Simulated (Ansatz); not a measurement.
Read the following structure.

```xyz
4
Lattice="2.5116 0.0000 0.0000 -1.2558 2.1751 0.0000 0.0000 0.0000 4.1804" Properties=species:S:1:pos:R:3 pbc="T T T"
C     0.0313    1.4588    0.2709
C     1.2639    0.7565    2.3736
C     0.0110    1.4558    1.7903
C     1.2727    0.7131    3.9259
```

Say what kind of structure these coordinates give.

Answer. The element is carbon. The cell has no symmetry but its translations (space group P1). It is a distorted form of a primitive hexagonal structure, space group P6_3/mmc (No. 194) within 0.25 Å: hexagonal diamond (lonsdaleite type). The cell holds four atoms. Each C atom is coordinated by four C in a tetrahedral arrangement at 1.52 to 1.59 Å. The bonds build a three-dimensional framework.

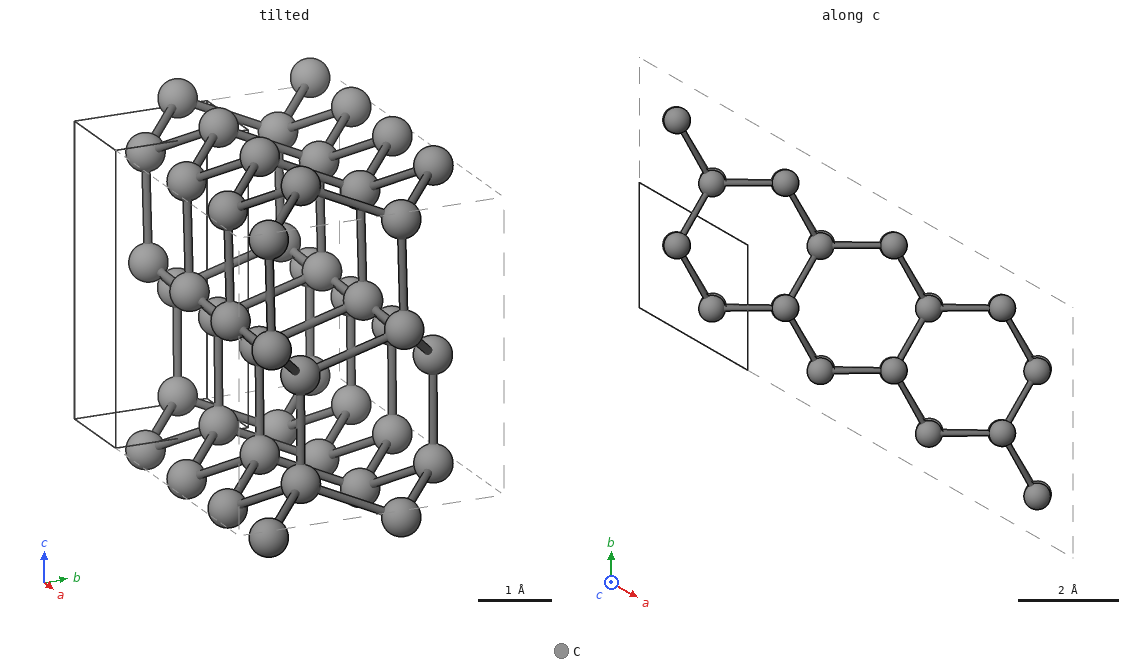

The crystal in a ball-and-stick representation, seen slightly off an axis and along the c axis. A block of 4×2×1 cells is shown, with one unit cell in solid outline.

The structure comes from an entry, possibly a prediction, of the Crystallography Open Database. The cell was then strained or its atoms displaced on purpose. It went into a calculation with Ansatz.

At this level of theory the run's own cell isn't at rest (forces up to 2.6 eV/Å), so its distances can differ from those at equilibrium, the more so the softer the solid.
